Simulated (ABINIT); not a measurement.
**GaN (P6_3mc): ε∞ along x against volume**

The cell of GaN (P6_3mc) is scaled evenly and the response computed anew at each volume, on one mesh. The atoms keep their fractional positions. x, y and z are the Cartesian axes of the input cell.

Cell: a, b, c = 3.180, 3.180, 5.166 Å (primitive vectors), 4 atoms.

Method: ABINIT 10.8.3, LDA, independent particles, k-mesh 12×12×7, Lorentzian half width 0.04 eV.

Launch of the response step: `optic optic.abi`. The series took 27.3 min in all, its band step included, on 4 threads of AMD EPYC (Zen 3) (shared host).

| V/V₀ | V (Å³, primitive cell) | ε∞ along x |
| --- | --- | --- |
| 0.94 | 42.53 | 5.513 |
| 0.97 | 43.88 | 5.657 |
| 1.00 | 45.24 | 5.829 |
| 1.03 | 46.60 | 6.011 |
| 1.06 | 47.96 | ? |

For small changes the quantity should be close to linear in ln V.

Working, on the rows shown:

| x = ln(V/V₀) | y = ε∞ along x |
| --- | --- |
| -0.0618754 | 5.513 |
| -0.0304592 | 5.657 |
| 0 | 5.829 |
| 0.0295588 | 6.011 |

Means: x̄ = -0.015694, ȳ = 5.7525. Σ(x − x̄)(y − ȳ) = 0.02537, Σ(x − x̄)² = 0.004645. Slope = 0.02537 / 0.004645 = 5.462; intercept = ȳ − slope · x̄ = 5.8382. The line misses the rows shown by at most 0.015.

Question: Fill in the last column of the withheld row.

Answer: At x = 0.058269 the line gives y = 6.1565. The run gave 6.219, so the extrapolation is off by 0.063, 9 % of the range in the table. Beyond its data the fit drifts from the curve.

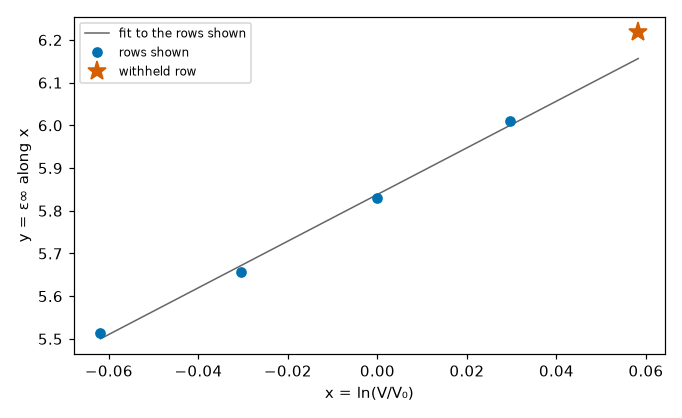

Between the rows on either side of x = 0 the slope is (6.011 − 5.657) / (0.029559 − (-0.030459)) = 5.898. So d ln ε∞/d ln V = +1.01 at V₀: ε∞ falls under slight compression. The cell comes from an older database entry, whose edges can be off by a per cent or so. Excitons are left out and so are local fields; LDA gaps are as a rule too small. The values come from a sum over the points of one k-mesh and carry its error, which grows as the direct gap shrinks. Spin-orbit coupling is left out.
